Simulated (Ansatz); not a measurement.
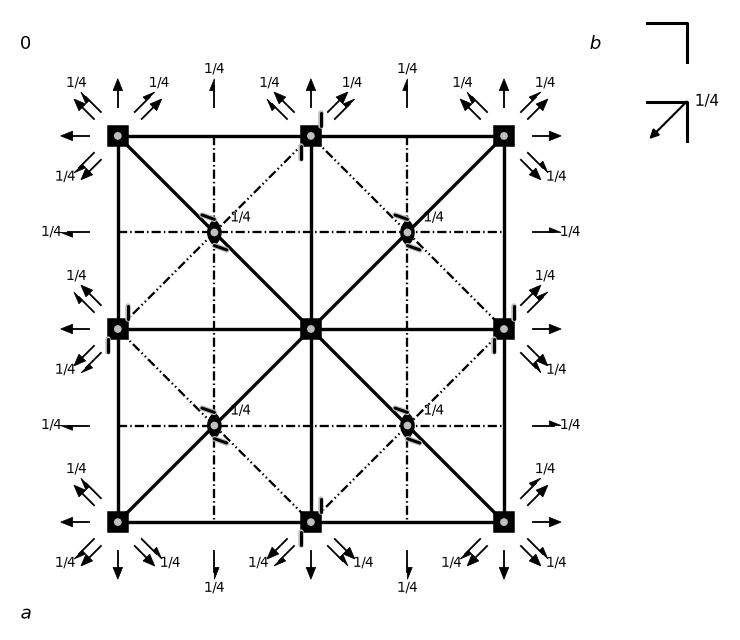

Symmetry elements of a space group, projected down c, computed from the operations of a computed or model structure of composition Co.

Graphical symbols as in the International Tables (origin upper left, heights as fractions; handed screw axes are marked by their printed symbols).

**Identify the space group.**

I4/mmm, No. 139; body-centred tetragonal, point group 4/mmm, 32 general positions a cell.

**List the elements shown.**

4₂ axes along c at (0, 1/2), (1/2, 0); 4 axes along c at (0, 0), (1/2, 1/2); 2₁ axes along c at (1/4, 1/4), (1/4, 3/4), (3/4, 1/4), (3/4, 3/4); inversion centres at (0, 0), (0, 1/2), (1/4, 1/4; c height 1/4), (1/4, 3/4; c height 1/4), (1/2, 0), (1/2, 1/2), (3/4, 1/4; c height 1/4), (3/4, 3/4; c height 1/4); mirror planes holding c and [1 1 0] or [−1 1 0]; e glide planes holding c and [1 1 0] or [−1 1 0]; mirror planes normal to a, at x = 0, 1/2; n glide planes normal to a, at x = 1/4, 3/4; mirror planes normal to b, at y = 0, 1/2; n glide planes normal to b, at y = 1/4, 3/4; a mirror plane normal to c at height 0; an n glide plane normal to c at height 1/4; 2 axes along [1 1 0] at heights 0, 1/4; 2 axes along [−1 1 0] at heights 0, 1/4; 2 axes along a at height 0; 2 axes along b at height 0; 2₁ axes along [1 1 0] at heights 0, 1/4; 2₁ axes along [−1 1 0] at heights 0, 1/4; 2₁ axes along a at height 1/4; 2₁ axes along b at height 1/4. Heights repeat every half period; positions are (a, b) fractions, modulo 1.

**Write the general positions (in any order).**

For each centring vector (0, 0, 0), (1/2, 1/2, 1/2):
x, y, z; −x, −y, −z; −y, x, z; y, −x, −z; −x, −y, z; x, y, −z; y, −x, z; −y, x, −z; x, −y, −z; −x, y, z; −y, −x, −z; y, x, z; −x, y, −z; x, −y, z; y, x, −z; −y, −x, z
